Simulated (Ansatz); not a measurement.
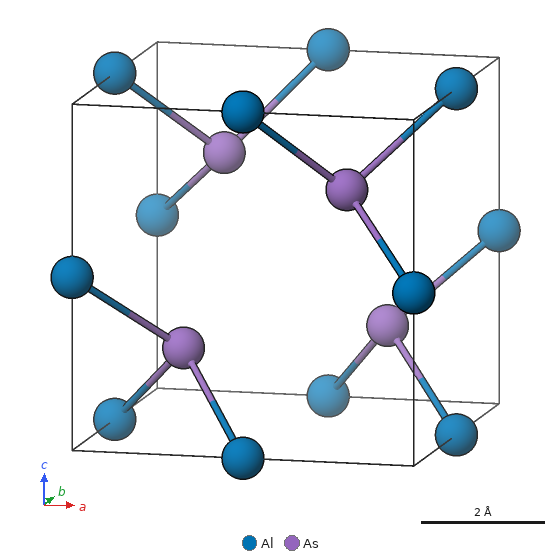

Drawn in the ball-and-stick manner and seen slightly off an axis. Thin lines show the supercell, with boundary atoms drawn in all their periodic places. The host is AlAs, in a cell of 8 sites, and the cell carries a charge of -2.

Name the defect and give its surroundings.

An aluminium vacancy. Around the empty site lie four As at about 2.4 Å.

Electronic-structure method: DFT PBE, scalar-relativistic, plane waves, PAW (Ansatz 0.2.0). Parameters: 420 eV cutoff, k-points on a 3×3×3 grid, Gaussian smearing of 0.01 eV, collinear spins.

Is there a net moment in the defective cell?

Yes, 0.1 μB in the cell.

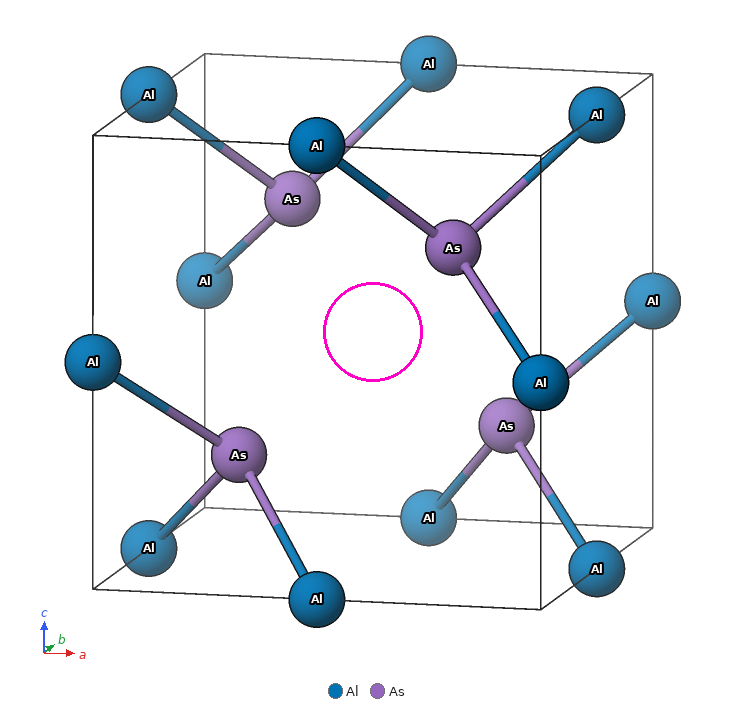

The same cell with a ring at the defect's site.

The atoms were relaxed in the host's cell with Ansatz 0.2.0, DFT PBE, scalar-relativistic, plane waves, PAW.
